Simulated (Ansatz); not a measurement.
# MoTe2: a changed input and its effect

System: MoTe2 (P6₃/mmc, 6 atoms in the cell).
Method of the first run: Kohn-Sham DFT of a periodic cell, revPBE, Ansatz PAW, no spin polarisation (Ansatz 0.2.0).

The structure derives from an entry of the Crystallography Open Database. Text and figures count atoms from 1; the logs count them from 0 in places.

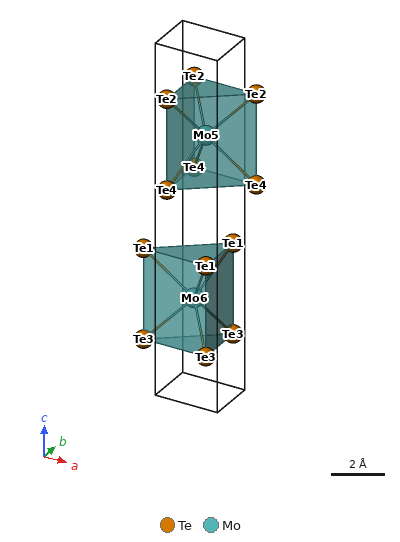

Figure 1. The structure as given in the input (polyhedral view of the cell of the calculation, seen slightly off an axis; polyhedra are completed across the faces of the cell; atoms are numbered from 1 in the order of the input).

## The input, the first run
```yaml
crystal:
  lattice:
    - [3.5182, 0.0, 0.0]
    - [-1.7591, 3.0468505756, 0.0]
    - [0.0, 0.0, 13.9736]
  atoms:
    - { symbol: Te, position: [0.6666666667, 0.3333333333, 0.379] }
    - { symbol: Te, position: [0.3333333333, 0.6666666667, 0.879] }
    - { symbol: Te, position: [0.6666666667, 0.3333333333, 0.121] }
    - { symbol: Te, position: [0.3333333333, 0.6666666667, 0.621] }
    - { symbol: Mo, position: [0.6666666667, 0.3333333333, 0.75] }
    - { symbol: Mo, position: [0.3333333333, 0.6666666667, 0.25] }
hamiltonian:
  xc: revpbe
  pseudopotentials: { kind: paw }
kpoints:
  mp_grid: { grid: [9, 9, 2] }
scf:
  occupations: { method: fermi_dirac, width: 0.05 }
output:
  forces: true
  stress: true
  eigenvalues: true
```

Launched with:
```bash
ansatz run input.yaml --threads 2 --pin off --max-ram 5120MiB --backend cpu --events-out ev --progress --plain --runs-dir out
```

Hardware: 2 threads of Intel Xeon @ 2.50GHz (Skylake/Cascade Lake), 189 GiB of memory available, shared host.

## Output, shortened to warnings, some set-up lines, iterations and results (the first run)
```
Basis set: ecut = 420 eV, 2909 PW (Γ), exchange–correlation on 48×48×192 points (8 copies of the dense FFT grid, shifted against one another)
Symmetry: 24 space group operations
k-points: 24 of 162
Initial density: superposition of atomic densities (neutral atoms: chi_scale 0, normalization atom), corrected by the library's trained network
[...]
SCF iter   1: F=—  HF=-37868.470917 eV  |F-HF|=—  |Δ(HF+E_count)|=         —  Δρ=4.34e-3  dr2=8.98e-3  ethr=1.77e-3  ⟨swp⟩=7.7  Hψ=5310  notcnv=0
SCF iter   2: F=—  HF=-37868.480201 eV  |F-HF|=—  |Δ(HF+E_count)|=   9.28e-3  Δρ=2.52e-3  dr2=2.98e-3  ethr=9.76e-6  ⟨swp⟩=2.0  Hψ=2055  notcnv=0  defer=19
SCF iter   3: F=—  HF=-37868.485516 eV  |F-HF|=—  |Δ(HF+E_count)|=   5.32e-3  Δρ=8.43e-4  dr2=2.34e-3  ethr=3.24e-6  ⟨swp⟩=2.0  Hψ=1872  notcnv=0  defer=4
SCF iter   4: F=—  HF=-37868.485518 eV  |F-HF|=—  |Δ(HF+E_count)|=   1.20e-6  Δρ=1.79e-4  dr2=6.91e-5  ethr=2.54e-6  ⟨swp⟩=2.0  Hψ=1462  notcnv=0  defer=4
SCF iter   5: F=—  HF=-37868.485621 eV  |F-HF|=—  |Δ(HF+E_count)|=   1.04e-4  Δρ=7.43e-5  dr2=9.19e-6  ethr=7.51e-8  ⟨swp⟩=2.0  Hψ=1653  notcnv=0  defer=4
SCF iter   6: F=—  HF=-37868.485638 eV  |F-HF|=—  |Δ(HF+E_count)|=   1.73e-5  Δρ=1.54e-5  dr2=8.92e-7  ethr=9.99e-9  ⟨swp⟩=2.0  Hψ=1731  notcnv=0  defer=4
SCF iter   7: F=-37868.485639 eV  HF=-37868.485639 eV  |F-HF|=4.96e-9  |Δ(HF+E_count)|=   4.76e-7  Δρ=3.52e-6  dr2=2.71e-8  ethr=1.09e-10  ⟨swp⟩=7.8  Hψ=5507  notcnv=0
SCF 1 converged in 7 iterations: F = -37868.485639 eV  dr2 = 2.71e-8
SCF converged after 7 iterations
Free energy (F): -37868.485639 eV
Harris-Foulkes:  -37868.485639 eV  (|F-HF|=4.96e-9)
Internal energy: -37868.485617 eV  (E = F + TS)
E sigma→0 (E₀):  -37868.485628 eV
Entropy (-TS):   -0.000022 eV (-0.004 meV/atom)
Fermi energy:    12.923619 eV
--- Per-component energies (eV) ---
  E_band       = -1138.875262
  E_kinetic    = 1608.933470
  E_local      = -7390.035358  (includes V_loc(G=0)·N_el)
  E_nonlocal   = -956.783841
  E_hartree    = 4141.474937
  E_xc         = -866.642872
  E_vxc        = -876.806270  (∫ρ·V_xc dr)
  E_paw        = -25088.567292  (= ΣΔE_a)
  E_vpaw       = -1807.126592  (= ΣTr[D̂ρ^β])
  E_aug_tail   = -0.000584  (compensation charges beyond the density's cutoff)
  E_ewald      = -9316.621616
  E_core_change = -0.242460  (= ΣΔE_core)
  E_smearing   = -0.000022  (= −TS)
  E_closure    = -0.000000  (closes the sum)
  Σ components = -37868.485639   (vs F -37868.485639, Δ=0.00e0)
--- Forces (eV/Å), atoms counted from 1 ---
  atom   1  Te     0.00000000    -0.00000000     0.23449475
  atom   2  Te     0.00000000     0.00000000     0.23449475
  atom   3  Te     0.00000000    -0.00000000    -0.23449475
  atom   4  Te     0.00000000     0.00000000    -0.23449475
  atom   5  Mo     0.00000000    -0.00000000     0.00000000
  atom   6  Mo     0.00000000     0.00000000     0.00000000
  max |Σ_I F_I| component: 5.55e-17 eV/Å
--- Stress (GPa, compression-positive) ---
        4.060934      -0.000000       0.000000
        0.000000       4.060934       0.000000
        0.000000       0.000000       4.882809
  P = ⅓ Tr σ = 4.3349 GPa (43.349 kbar)
```

The input of the second run differs as follows (lines with − go, lines with + come):
```diff
-  xc: revpbe
+  xc: pbe
-  mp_grid: { grid: [9, 9, 2] }
+  mp_grid: { grid: [3, 3, 1] }
```

What does this change do to the results?

The total energies belong to different methods, so their difference says nothing on which is more stable or more accurate. The gap on the mesh goes from 0.80 to 1.00 eV. The pressure goes from 4.33 to 2.58 GPa. The largest force goes from 0.234 to 0.114 eV/Å. The functional changes from revPBE to PBE. The SCF takes 8 iterations against 7. The irreducible k-points go from 24 to 3. On the same kind of shared host the second run took about 0.52 times as long.

## Output, shortened to warnings, some set-up lines, iterations and results (the second run)
```
Basis set: ecut = 420 eV, 2909 PW (Γ), exchange–correlation on 48×48×192 points (8 copies of the dense FFT grid, shifted against one another)
Symmetry: 24 space group operations
k-points: 3 of 9
Initial density: superposition of atomic densities (neutral atoms: chi_scale 0, normalization atom), corrected by the library's trained network
[...]
SCF iter   1: F=—  HF=-37833.549316 eV  |F-HF|=—  |Δ(HF+E_count)|=         —  Δρ=9.53e-3  dr2=2.62e-1  ethr=1.77e-3  ⟨swp⟩=7.3  Hψ=654  notcnv=0
SCF iter   2: F=—  HF=-37833.533693 eV  |F-HF|=—  |Δ(HF+E_count)|=   1.56e-2  Δρ=5.18e-3  dr2=6.80e-2  ethr=2.85e-4  ⟨swp⟩=3.0  Hψ=248  notcnv=0  defer=5
SCF iter   3: F=—  HF=-37833.527832 eV  |F-HF|=—  |Δ(HF+E_count)|=   5.86e-3  Δρ=2.57e-3  dr2=5.13e-3  ethr=7.39e-5  ⟨swp⟩=2.0  Hψ=200  notcnv=0  defer=2
SCF iter   4: F=—  HF=-37833.529701 eV  |F-HF|=—  |Δ(HF+E_count)|=   1.87e-3  Δρ=4.44e-4  dr2=2.12e-4  ethr=5.58e-6  ⟨swp⟩=2.0  Hψ=203  notcnv=0  defer=2
SCF iter   5: F=—  HF=-37833.529886 eV  |F-HF|=—  |Δ(HF+E_count)|=   1.85e-4  Δρ=8.01e-5  dr2=1.33e-5  ethr=2.31e-7  ⟨swp⟩=2.0  Hψ=215  notcnv=0  defer=2
SCF iter   6: F=—  HF=-37833.529960 eV  |F-HF|=—  |Δ(HF+E_count)|=   7.42e-5  Δρ=2.37e-5  dr2=1.11e-6  ethr=1.44e-8  ⟨swp⟩=2.0  Hψ=210  notcnv=0  defer=2
SCF iter   7: F=—  HF=-37833.529961 eV  |F-HF|=—  |Δ(HF+E_count)|=   1.21e-6  Δρ=8.23e-6  dr2=1.35e-7  ethr=1.09e-10  ⟨swp⟩=9.7  Hψ=717  notcnv=0
SCF iter   8: F=-37833.529961 eV  HF=-37833.529961 eV  |F-HF|=3.78e-10  |Δ(HF+E_count)|=   7.37e-8  Δρ=1.77e-6  dr2=9.86e-9  ethr=1.09e-10  ⟨swp⟩=4.0  Hψ=507  notcnv=0
SCF 1 converged in 8 iterations: F = -37833.529961 eV  dr2 = 9.86e-9
SCF converged after 8 iterations
Free energy (F): -37833.529961 eV
Harris-Foulkes:  -37833.529961 eV  (|F-HF|=3.78e-10)
Internal energy: -37833.529923 eV  (E = F + TS)
E sigma→0 (E₀):  -37833.529942 eV
Entropy (-TS):   -0.000038 eV (-0.006 meV/atom)
Fermi energy:    13.037970 eV
--- Per-component energies (eV) ---
  E_band       = -1141.855231
  E_kinetic    = 1610.507619
  E_local      = -7397.924747  (includes V_loc(G=0)·N_el)
  E_nonlocal   = -952.092542
  E_hartree    = 4142.951343
  E_xc         = -866.140847
  E_vxc        = -877.458334  (∫ρ·V_xc dr)
  E_paw        = -25054.208534  (= ΣΔE_a)
  E_vpaw       = -1810.794744  (= ΣTr[D̂ρ^β])
  E_aug_tail   = -0.000599  (compensation charges beyond the density's cutoff)
  E_ewald      = -9316.621616
  E_smearing   = -0.000038  (= −TS)
  E_closure    = -0.000000  (closes the sum)
  Σ components = -37833.529961   (vs F -37833.529961, Δ=0.00e0)
--- Forces (eV/Å), atoms counted from 1 ---
  atom   1  Te     0.00000000    -0.00000000    -0.11427634
  atom   2  Te     0.00000000     0.00000000    -0.11427634
  atom   3  Te     0.00000000    -0.00000000     0.11427634
  atom   4  Te     0.00000000     0.00000000     0.11427634
  atom   5  Mo     0.00000000    -0.00000000     0.00000000
  atom   6  Mo     0.00000000     0.00000000     0.00000000
  max |Σ_I F_I| component: 9.25e-18 eV/Å
--- Stress (GPa, compression-positive) ---
        2.416940      -0.000000       0.000000
        0.000000       2.416940       0.000000
        0.000000       0.000000       2.912723
  P = ⅓ Tr σ = 2.5822 GPa (25.822 kbar)
```

## The two runs side by side

| quantity | the first run | the second run |
| --- | --- | --- |
| outcome | converged | converged |
| free energy per atom (eV) | −6311.4143 | −6305.5883 |
| gap on the mesh (eV) | 0.80 | 1.00 |
| pressure (GPa) | 4.33 | 2.58 |
| largest force (eV/Å) | 0.234 | 0.114 |
| SCF iterations | 7 | 8 |
| irreducible k-points | 24 | 3 |
| plane waves at Γ | 2909 | 2909 |
| wall time (shared host) | 15 s | 7.6 s |

For the first run: Points of doubt noted for this run: forces on files of another functional. For the second run: The k-point mesh is coarse for a cell of this size, so the results may not be converged.
